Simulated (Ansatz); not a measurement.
## Geometry relaxation, with input and output: CO (part 1 of 2)

CO (P4/nmm, 4 atoms in the cell), computed with DFT PBEsol, scalar-relativistic, plane waves, PAW, no spin polarisation (Ansatz 0.2.0).

The structure was made by swapping elements on the sites of another compound; it need not be a known phase. It belongs to a series of runs on one base structure; here: Sn -> C on all its sites, cell and atoms relaxed.

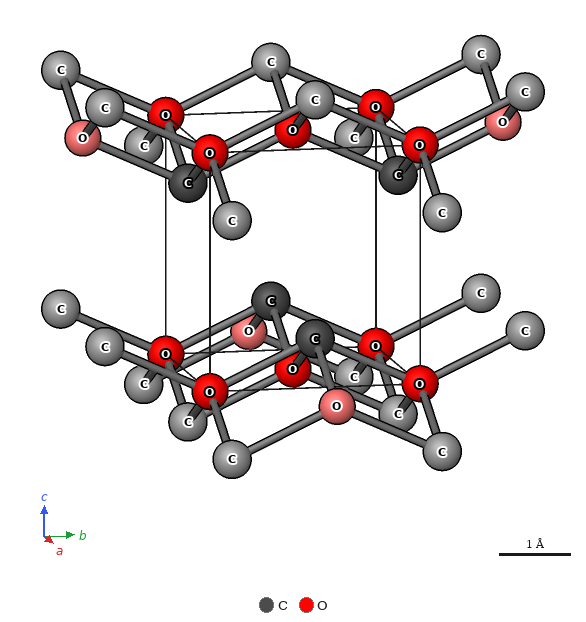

The structure as given in the input (ball-and-stick view of the cell of the calculation, seen slightly off an axis; neighbours outside the cell are drawn fainter). Near neighbours in the crystal (not all of them lie inside the picture): C has 4 O at 1.69 Å; O has 4 C at 1.69 Å.

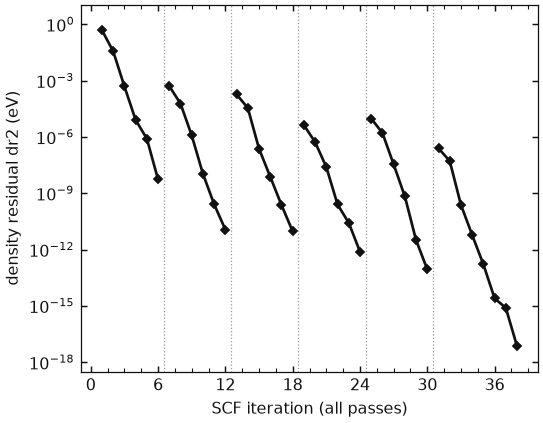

Convergence of the self-consistent field: density residual dr2 against the SCF iteration. The dotted lines part the SCF passes of the relaxation: geometry steps, rejected trials and re-solves on a re-selected basis. The 6 passes take 6 to 8 iterations each, 38 in all.

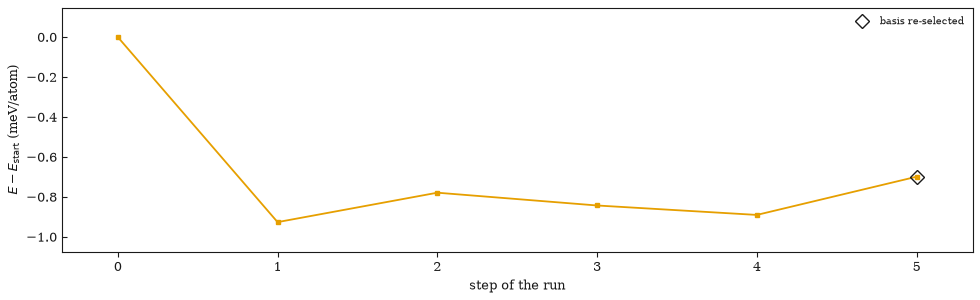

Progress of the relaxation, step by step (the first geometry is step 0 here and step 1 in the log).

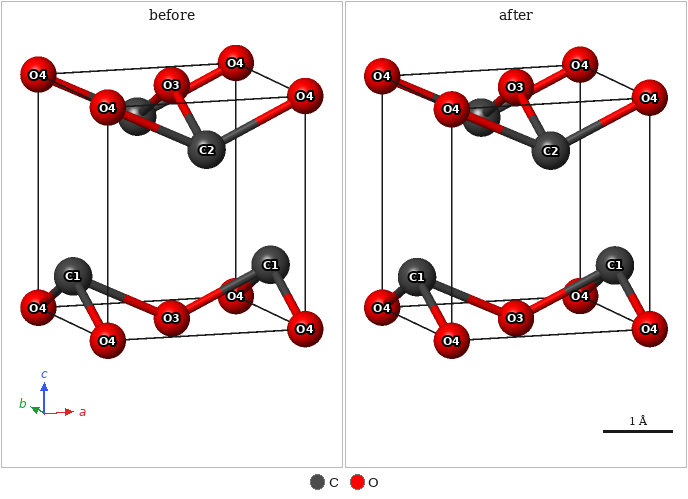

Before (left) and after (right) the relaxation, at one scale (ball-and-stick view of the cell of the calculation, seen slightly off an axis). The largest moves relative to the cell, 0.006 Å, are those of C1 and C2. O stays in place. The drawn cell changes as follows: a = b 3.059 → 3.067 Å (+0.3 %), c 3.458 → 3.431 Å (−0.8 %); the volume changes by −0.3 %. The space group stays P4/nmm (No. 129). Over 4 geometry steps the energy falls by 0.9 meV per atom. Largest force component: 0.17 eV/Å at the start, 0.00016 eV/Å at the end. The pressure goes from 0.16 to −0.03 GPa. A last SCF at the same geometry on a re-selected plane-wave basis shifts the energy by +0.2 meV per atom. (Atoms are counted from 1 in the order of the input.)

These pictures come from the run below.

## Input
```yaml
crystal:
  lattice:
    - [3.0594883223, 0.0, 0.0]
    - [0.0, 3.0594883223, 0.0]
    - [0.0, 0.0, 3.4580227596]
  atoms:
    - { symbol: C, position: [0.0, 0.5, 0.2053754185] }
    - { symbol: C, position: [0.5, 0.0, 0.7946245815] }
    - { symbol: O, position: [0.5, 0.5, 0.0] }
    - { symbol: O, position: [0.0, 0.0, 0.0] }
basis:
  ecutwfc: 420
kpoints:
  mp_grid: { grid: [12, 12, 10] }
hamiltonian:
  xc: pbesol
scf:
  occupations: { method: gaussian, width: 0.01 }
output:
  forces: true
  stress: true
  eigenvalues: true
relax:
  adjacent_minimum: "off"
  f_tol: 0.01
  max_steps: 60
  cell: { stress_tol: 0.1 }
```

Command:
```bash
ansatz run input.yaml --threads 1 --pin off --max-ram 2560MiB --backend cpu --events-out ev --progress --plain --runs-dir out
```

## Output
```
Engine: ansatz 0.2.0, x86_64-unknown-linux-gnu
Pseudopotentials: kind: paw
Pseudopotential: C, paw, valence charge 4, recommended cutoff 420 eV (normal), C.paw.azcp
Pseudopotential: O, paw, valence charge 6, recommended cutoff 420 eV (normal), O.paw.azcp
Functional definition: PBEsol
  exchange = pbesol_x
  correlation = pbesol_c
Crystal: 4 atoms, lattice volume = 32.369 Å³
Basis set: ecut = 420 eV, 643 PW (Γ), exchange–correlation on 48×48×48 points (8 copies of the dense FFT grid, shifted against one another)
Bands: 14, of which v1, the nominal top of the filled ones, is band 10 counted from 1 (9 counted from 0)
Symmetry: 16 space group operations
Space group: P4/nmm (ITA 129), of the structure as read, at distance tolerance 3.2e-5 Å
k-points: 168 of 1440
Non-local potential: C, projectors of the file, l = 0: 2, l = 1: 2, l = 2: 1
Non-local potential: O, projectors of the file, l = 0: 2, l = 1: 2, l = 2: 1
PAW form: soft (Blöchl's): semilocal exchange-correlation on the pseudo side does not see the compensation charge
PAW frozen core: C, regenerated for the run's functional, and the local potential with it (the file was generated under x = pbe(κ = 0.804, μ = 0.2195149727645171), c = pbe(β = 0.06672455060314922))
PAW frozen core: O, regenerated for the run's functional, and the local potential with it (the file was generated under x = pbe(κ = 0.804, μ = 0.2195149727645171), c = pbe(β = 0.06672455060314922))
PAW one-centre angular grid: C, 110 points (default); XC on 64 Gauss nodes
PAW one-centre angular grid: O, 110 points (default); XC on 64 Gauss nodes
Initial density: superposition of atomic densities (neutral atoms: chi_scale 0, normalization atom), corrected by the library's trained network
Initial wavefunctions: pseudopotential atomic-orbital guess
Functional: x = pbesol(κ = 0.804, μ = 0.12345679012345678), c = pbesol(β = 0.046)
SCF iter   1: F=—  HF=-1602.823999 eV  |F-HF|=—  |Δ(HF+E_count)|=         —  Δρ=4.24e-2  dr2=4.81e-1  ethr=1.77e-3  ⟨swp⟩=5.5  Hψ=11467  notcnv=0
preconditioner: auto → none  [insulator: Δε(μ)=0.051 eV  Ē_g=13.593 eV  σ=0.010 eV  W_gap=1.00  n_scr=6 (ndim 8)  ℏωp=29.2 eV  f_vac=0.000  D(μ)=0.00/eV (n_scr^D=0)  ε∞_Penn≈5.6]
SCF iter   2: F=—  HF=-1602.721641 eV  |F-HF|=—  |Δ(HF+E_count)|=   1.02e-1  Δρ=1.15e-2  dr2=3.66e-2  ethr=1.77e-3  ⟨swp⟩=2.0  Hψ=4363  notcnv=0
SCF iter   3: F=—  HF=-1602.714268 eV  |F-HF|=—  |Δ(HF+E_count)|=   7.37e-3  Δρ=1.65e-3  dr2=4.92e-4  ethr=1.83e-4  ⟨swp⟩=2.5  Hψ=4137  notcnv=0
SCF iter   4: F=—  HF=-1602.714297 eV  |F-HF|=—  |Δ(HF+E_count)|=   2.85e-5  Δρ=2.13e-4  dr2=8.04e-6  ethr=2.46e-6  ⟨swp⟩=2.7  Hψ=4446  notcnv=0
SCF iter   5: F=—  HF=-1602.714275 eV  |F-HF|=—  |Δ(HF+E_count)|=   2.19e-5  Δρ=5.38e-5  dr2=8.07e-7  ethr=4.02e-8  ⟨swp⟩=2.0  Hψ=3694  notcnv=0
SCF iter   6: F=-1602.714275 eV  HF=-1602.714275 eV  |F-HF|=6.00e-11  |Δ(HF+E_count)|=   2.15e-7  Δρ=6.39e-6  dr2=5.41e-9  ethr=5.00e-10  ⟨swp⟩=5.3  Hψ=10692  notcnv=0
SCF 1 converged in 6 iterations: F = -1602.714275 eV  dr2 = 5.41e-9
  greatest PAW one-centre occupation: 0.872 electrons in one spin orbital (limit 2), on the O atom at site 3 (counted from 0), in its partial waves of l = 0
relax step   1: F+E_penalty+E_count = -1602.71427486 eV  Δ(F+E_penalty+E_count) = +0.000e0 eV  max|allowed force component| = 1.682e-1 eV/Å  Δτ_max = 0.0000 Å  P = +0.155 GPa  Ω = 32.369 Å³  (6 SCF iters, dr2 threshold 1.00e-7 eV, accepted)
Crystal: 4 atoms, lattice volume = 32.252 Å³
Initial density: handed on by an earlier stage of this run
Initial wavefunctions: those handed on with the density
iter 1 solved again at ethr=2.63e-6 eV; its pass at ethr=3.10e-3 eV (dr2=5.26e-4 eV) is discarded
SCF iter   1: F=—  HF=-1602.718093 eV  |F-HF|=—  |Δ(HF+E_count)|=         —  Δρ=1.75e-3  dr2=5.07e-4  ethr=2.63e-6  ⟨swp⟩=2.0  Hψ=17444  notcnv=0
preconditioner: auto → none  [insulator: Δε(μ)=0.134 eV  Ē_g=13.675 eV  σ=0.010 eV  W_gap=1.00  n_scr=6 (ndim 8)  ℏωp=29.2 eV  f_vac=0.000  D(μ)=0.00/eV (n_scr^D=0)  ε∞_Penn≈5.6]
SCF iter   2: F=—  HF=-1602.718002 eV  |F-HF|=—  |Δ(HF+E_count)|=   9.08e-5  Δρ=7.16e-4  dr2=5.96e-5  ethr=2.54e-6  ⟨swp⟩=2.2  Hψ=3400  notcnv=0
SCF iter   3: F=—  HF=-1602.717978 eV  |F-HF|=—  |Δ(HF+E_count)|=   2.38e-5  Δρ=1.11e-4  dr2=1.20e-6  ethr=2.98e-7  ⟨swp⟩=2.4  Hψ=3804  notcnv=0
iter 4 did not close the SCF: its close was put off for the readings that it lacked (scf_convergence_deferred on its scf_iter line)
SCF iter   4: F=-1602.717979 eV  HF=-1602.717979 eV  |F-HF|=7.16e-9  |Δ(HF+E_count)|=   3.46e-7  Δρ=1.06e-5  dr2=1.08e-8  ethr=6.01e-9  ⟨swp⟩=2.4  Hψ=3315  notcnv=0
iter 5 did not close the SCF: its close was put off for the readings that it lacked (scf_convergence_deferred on its scf_iter line)
SCF iter   5: F=-1602.717979 eV  HF=-1602.717979 eV  |F-HF|=9.32e-11  |Δ(HF+E_count)|=   7.86e-9  Δρ=1.10e-6  dr2=2.58e-10  ethr=5.39e-11  ⟨swp⟩=2.5  Hψ=3776  notcnv=0
SCF iter   6: F=-1602.717979 eV  HF=-1602.717979 eV  |F-HF|=3.64e-12  |Δ(HF+E_count)|=  2.18e-11  Δρ=2.55e-7  dr2=1.15e-11  ethr=1.29e-12  ⟨swp⟩=1.0  Hψ=6765  notcnv=0
SCF 2 converged in 6 iterations: F = -1602.717979 eV  dr2 = 1.15e-11
relax step   2: F+E_penalty+E_count = -1602.71797881 eV  Δ(F+E_penalty+E_count) = -3.704e-3 eV  max|allowed force component| = 3.341e-2 eV/Å  Δτ_max = 0.0033 Å  P = -0.145 GPa  Ω = 32.252 Å³  energy of the carried Pulay correction = +8.594e-4 eV  (6 SCF iters, dr2 threshold 4.00e-7 eV, accepted)
Crystal: 4 atoms, lattice volume = 32.341 Å³
iter 1 solved again at ethr=9.09e-7 eV; its pass at ethr=3.10e-3 eV (dr2=1.82e-4 eV) is discarded
SCF iter   1: F=—  HF=-1602.717459 eV  |F-HF|=—  |Δ(HF+E_count)|=         —  Δρ=1.03e-3  dr2=1.83e-4  ethr=9.09e-7  ⟨swp⟩=2.3  Hψ=16353  notcnv=0
preconditioner: auto → none  [insulator: Δε(μ)=0.132 eV  Ē_g=13.679 eV  σ=0.010 eV  W_gap=1.00  n_scr=6 (ndim 8)  ℏωp=29.2 eV  f_vac=0.000  D(μ)=0.00/eV (n_scr^D=0)  ε∞_Penn≈5.6]
SCF iter   2: F=—  HF=-1602.717421 eV  |F-HF|=—  |Δ(HF+E_count)|=   3.76e-5  Δρ=4.68e-4  dr2=3.49e-5  ethr=9.09e-7  ⟨swp⟩=1.7  Hψ=3059  notcnv=0
SCF iter   3: F=—  HF=-1602.717390 eV  |F-HF|=—  |Δ(HF+E_count)|=   3.10e-5  Δρ=3.92e-5  dr2=2.34e-7  ethr=1.75e-7  ⟨swp⟩=2.0  Hψ=3290  notcnv=0
iter 4 did not close the SCF: its close was put off for the readings that it lacked (scf_convergence_deferred on its scf_iter line)
SCF iter   4: F=-1602.717390 eV  HF=-1602.717390 eV  |F-HF|=4.03e-9  |Δ(HF+E_count)|=   2.61e-8  Δρ=9.90e-6  dr2=7.54e-9  ethr=1.17e-9  ⟨swp⟩=2.3  Hψ=3765  notcnv=0
iter 5 did not close the SCF: its close was put off for the readings that it lacked (scf_convergence_deferred on its scf_iter line)
SCF iter   5: F=-1602.717390 eV  HF=-1602.717390 eV  |F-HF|=1.54e-10  |Δ(HF+E_count)|=   4.97e-9  Δρ=1.22e-6  dr2=2.37e-10  ethr=3.77e-11  ⟨swp⟩=2.1  Hψ=3846  notcnv=0
SCF iter   6: F=-1602.717390 eV  HF=-1602.717390 eV  |F-HF|=7.28e-12  |Δ(HF+E_count)|=  1.61e-11  Δρ=2.26e-7  dr2=9.29e-12  ethr=1.19e-12  ⟨swp⟩=1.0  Hψ=7121  notcnv=0
SCF 3 converged in 6 iterations: F = -1602.717390 eV  dr2 = 9.29e-12
relax step   3: F+E_penalty+E_count = -1602.71739028 eV  Δ(F+E_penalty+E_count) = +5.885e-4 eV  max|allowed force component| = 8.017e-3 eV/Å  Δτ_max = 0.0031 Å  P = -0.202 GPa  Ω = 32.341 Å³  energy of the carried Pulay correction = +2.005e-4 eV  (6 SCF iters, dr2 threshold 9.34e-8 eV, accepted)
Crystal: 4 atoms, lattice volume = 32.310 Å³
iter 1 solved again at ethr=2.07e-8 eV; its pass at ethr=3.10e-3 eV (dr2=4.14e-6 eV) is discarded
```
